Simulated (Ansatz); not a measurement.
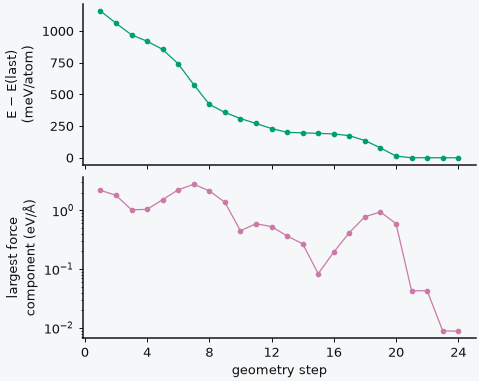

History of a geometry optimisation. Only the atoms move.

Li₄O (slab, 5 atoms in the cell); Ansatz, DFT r2SCAN, scalar-relativistic, plane waves, PAW; cutoff 500 eV, 9×9×1 k-mesh, Gaussian smearing of 0.1 eV.

**How did it end, and what did it gain?**

The optimisation met its thresholds at geometry 24, counting the start as the first. The energy fell by about 1200 meV/atom from the first step to the last. The largest force component goes from about 2.2 eV/Å at the start to 9 × 10⁻³ eV/Å at the end.
